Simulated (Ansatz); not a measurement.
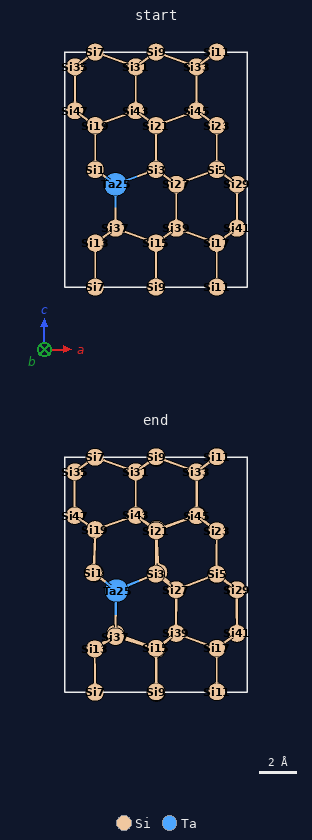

The structure of a defect cell of composition TaSi₄₇ (cell charge +1) before (top) and after (bottom) a relaxation, at one scale.

The picture is a ball-and-stick view of the cell of the calculation (origin shifted), seen along the b axis.

These are results of Ansatz, DFT, PBE, plane-wave PAW, default files, scalar-relativistic, not measurements. Settings: plane-wave cutoff 420 eV; k-point mesh 2 × 3 × 2; occupations fermi dirac; smearing width 0.01 eV; no spin polarisation; atoms relaxed in a fixed cell; force threshold 0.03 eV/Å; at most 40 steps.

Question: What changed between the two?

Answer: After 3 accepted moves (4 points after the start) the energy has fallen by 0.868 eV per cell of the calculation. The largest force component goes from 2.3 to 0.016 eV/Å. The line search rejected the trial step at point 3 of the run. A Si atom moves most: 0.20 Å along [2 2 1]. By element the largest moves are Si 0.20 Å, Ta 0.10 Å. The cell doesn't change. Some distances before and after: Si–Ta 2.330 → 2.509 Å, Si–Ta 2.382 → 2.488 Å, Si–Si 2.384 → 2.335 Å, Si–Si 2.330 → 2.358 Å. Among the angles between lasting bonds that change: Ta–Si–Si 109.0° → 100.4°, Ta–Si–Si 109.0° → 100.9°, Si–Si–Si 109.0° → 102.0°. Cost: 11 min on 1 thread of Arm Neoverse V1, with other jobs on the host, peak memory 1.8 GiB.

Limits of the set-up: the periodic images lie only 7.6 Å apart, so the values are limited by the cell's size; the cell is charged, on a uniform background, and energies carry no finite-size correction.
